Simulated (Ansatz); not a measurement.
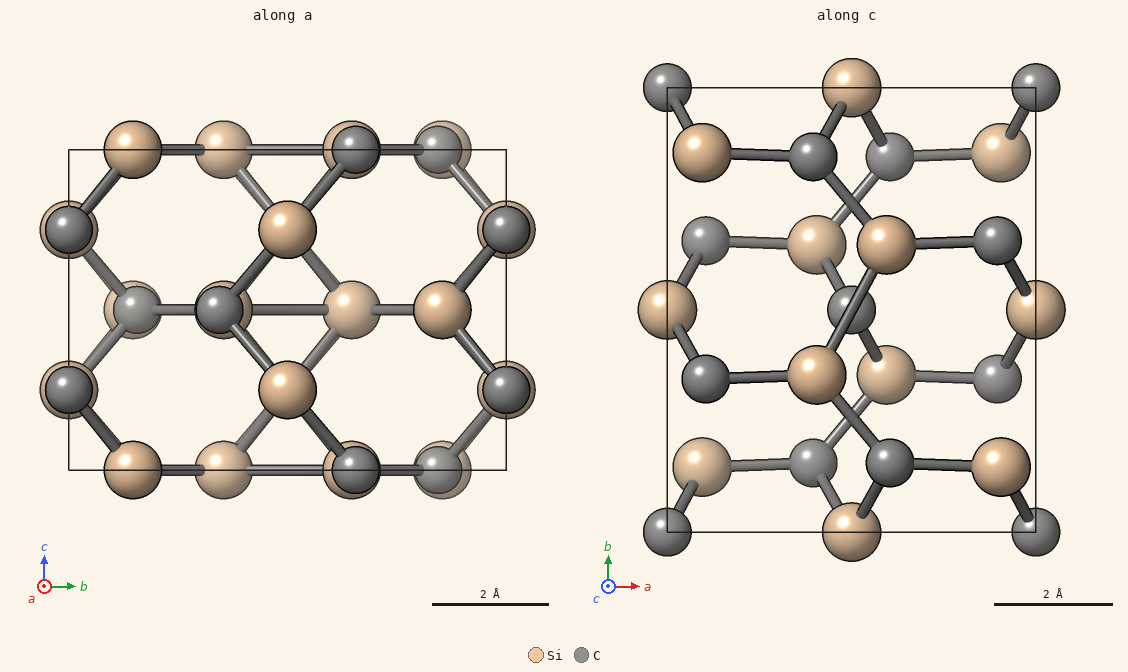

We look at a ball-and-stick model of the crystal along the a axis and along the c axis. Lines trace the edges of the conventional unit cell.

SiC, space group Ibam (No. 72), a = 6.27 Å, b = 7.56 Å, c = 5.54 Å, α = 90.00°, β = 90.00°, γ = 90.00°.

Level of theory and settings: DFT PBE, scalar-relativistic, plane waves, PAW in Ansatz, 420 eV cutoff, k-points about 0.19 Å⁻¹ apart, Gaussian smearing of 0.02 eV, no spin polarisation.

**What is the electronic character?**

A semiconductor at this level, with a gap of 1.07 eV on the k-mesh (the true edges may lie between mesh points, so the gap can be somewhat smaller).

The structure was taken from a structure type filled with these elements by a generator (whether the compound takes this form wasn't checked). This is the structure after a relaxation with Ansatz 0.2.0, DFT PBE, scalar-relativistic, plane waves, PAW.
